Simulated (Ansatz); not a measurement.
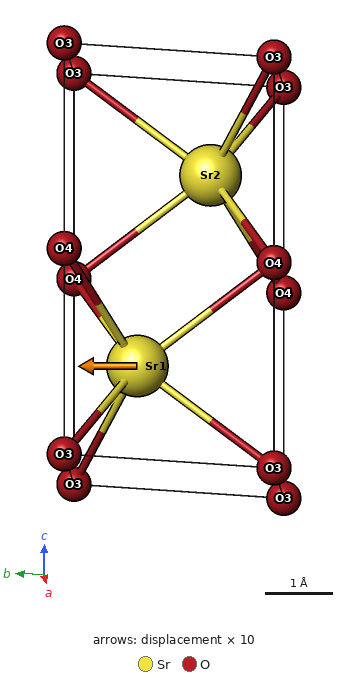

A symmetric starting cell of SrO. The orange arrows show how the atoms are displaced, magnified 10 times. The picture is a ball-and-stick view of the cell of the calculation, seen from a free direction.

The calculation used DFT PBE, scalar-relativistic, plane waves, PAW in Ansatz 0.2.0. (plane-wave cutoff 420 eV; k-point mesh 9 × 9 × 6; occupations gaussian; smearing width 0.02 eV; no spin polarisation)

### Describe the change and its computed effect.

A single atom, Sr1, is moved by 0.09 Å along [1 2 0]. No relaxation follows. The starting cell wasn't computed here and needn't be at equilibrium, so pressure and forces aren't due to the change alone. Near-neighbour distances before and after: O–Sr 2.574 → 2.539 to 2.646 Å. The space group (tolerance 0.01 Å) goes from P6_3/mmc (No. 194) to Amm2 (No. 38). The pressure is 1.6 GPa (not all of it need come from the change, since the unchanged cell can be under pressure at this level too). The principal stresses (compression positive) are 1.5 GPa along c and 1.6 GPa across it. The largest force is 0.3 eV/Å, on Sr1, along [−1 −2 0]. The forces mostly point back along the displacements (cosine −0.85).
